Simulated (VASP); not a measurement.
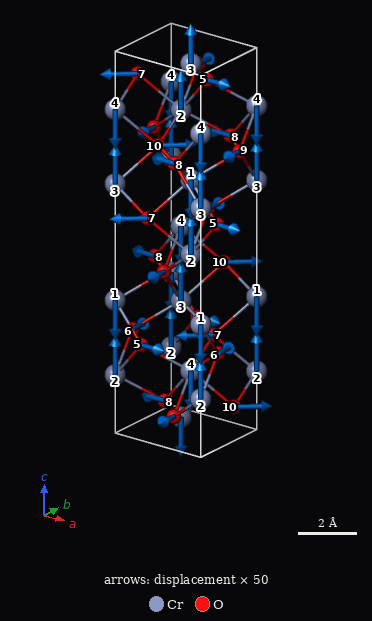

A relaxation of a crystal of Cr2O3 (set up in R-3c). The starting structure is drawn; blue arrows show the displacements (the part carried along by the change of the cell is left out), 50 times their true length.

The picture is a ball-and-stick view of the conventional cell (3 times the calculation's cell), seen slightly off an axis. Lengths and directions refer to the drawn axes.

The run lets cell and atoms move.

Computed with VASP 6.6.1, Kohn-Sham DFT of a periodic cell, PBE, VASP PAW PBE potentials, recommended.

The input:
```
  PREC = Accurate
  ENCUT = 600
  EDIFF = 1E-6
  ISMEAR = 1
  SIGMA = 0.1
  LREAL = F
  LASPH = T
  NELM = 150
  ALGO = Normal
  ISIF = 3
  LWAVE = F
  LCHARG = F
  ISPIN = 2
  MAGMOM = 3 -3 -3 3 0 0 0 0 0 0
  LORBIT = 11
  LMAXMIX = 4
  GGA = PE
  IBRION = 2
  NSW = 90
  EDIFFG = -0.01
  AMIX = 0.2
  BMIX = 1E-4
  AMIX_MAG = 0.8
  BMIX_MAG = 1E-4
  KPAR = 4
```

Launched with:
```bash
cat potpaw_PBE.64/Cr_pv/POTCAR potpaw_PBE.64/O/POTCAR > POTCAR
mpirun -np 4 vasp_std > vasp.out
```

What did the optimiser do to the structure, and how much energy did it gain?

The energy falls by 4.5 meV per atom in 13 geometry steps. Largest force component: 0.26 eV/Å at the start, 0.0062 eV/Å at the end. The pressure goes from 3.24 to 0.02 GPa. The largest moves relative to the cell, 0.029 Å, are those of Cr1, Cr2, Cr3 and Cr4. Cr1 goes along −c. Largest moves by element: Cr 0.029 Å, O 0.027 Å. Cell: a = b 4.957 → 4.941 Å (−0.3 %), c 13.592 → 13.812 Å (+1.6 %). Volume +1.0 %. Some distances before and after: Cr1–Cr2 2.650 → 2.635 Å, Cr1–O5 2.013 → 2.025 Å. Bond angles that change, for instance: Cr1–O9–Cr2 121.3° → 123.4°, O5–Cr4–O10 167.0° → 169.1°. The space group stays R-3c (No. 167).
